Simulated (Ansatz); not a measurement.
# WS: what the fields show

```cif
data_structure
_symmetry_space_group_name_H-M 'P 1'
_symmetry_Int_Tables_number 1
_cell_length_a 3.7333
_cell_length_b 3.7333
_cell_length_c 7.4666
_cell_angle_alpha 60.000
_cell_angle_beta 60.000
_cell_angle_gamma 60.000
_cell_volume 73.59
loop_
_atom_site_label
_atom_site_type_symbol
_atom_site_fract_x
_atom_site_fract_y
_atom_site_fract_z
_atom_site_occupancy
W1 W 0.00000 0.00000 0.00000 1
S1 S 0.25000 0.25000 0.12500 1
W2 W 0.00000 0.00000 0.50000 1
S2 S 0.25000 0.25000 0.62500 1
```

Space group F-43m; started from the zinc blende prototype, which need not be the ambient phase; the program warned that a starting moment wasn't kept; spin-polarised, but the moments vanished.

Level of theory: DFT PBEsol, scalar-relativistic, plane waves, PAW (Ansatz).

The density is the valence pseudo-density of a PAW calculation; it isn't the true density close to the nuclei.

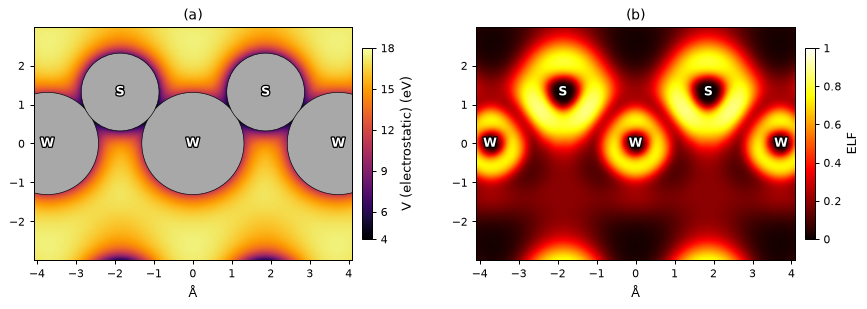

Figure 1. (a) electrostatic potential energy of an electron; (b) electron localisation function on the (11̄0) plane of the calculation cell. Grey discs cover the atomic cores in the potential map.

Q: Interpret the plot.

A: The plane passes through W and S nuclei. W–S (2.29 Å): the ELF peaks at about 0.85 in the valence shell of S, 0.7 Å from its nucleus, and is about 0.45 at the midpoint. The features right at W lie inside the PAW spheres, where the map follows smoothed inner orbitals and isn't to be read closely. Outside the cores the potential energy rises away from the atoms and is highest about 2.3 Å from the nearest atoms; its zero is arbitrary.

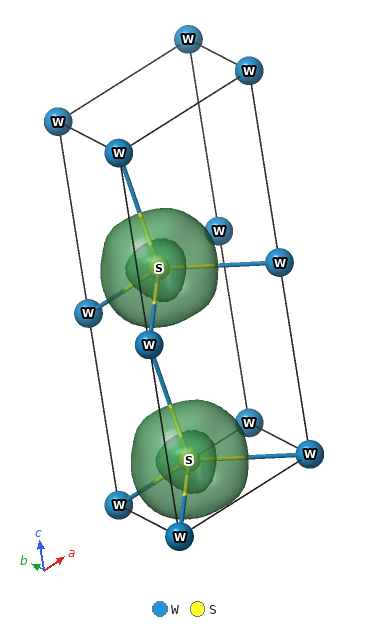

Figure 2. Isosurface of the ELF at 0.65 (green), seen slightly off an axis. Core shells and regions of very low density are left out. Sticks mark near contacts.

Q: Describe the localisation domains.

A: At this value the surface marks out two regions wrapped around S (the valence shell of each), counted in one cell of 4 atoms. Regions shared between cells count once.

Q: Does the calculation give a band gap?

A: It is metallic or semimetallic at this level of theory: no gap opens; semilocal functionals without U, or without the true magnetic order, often close the gap of such compounds.
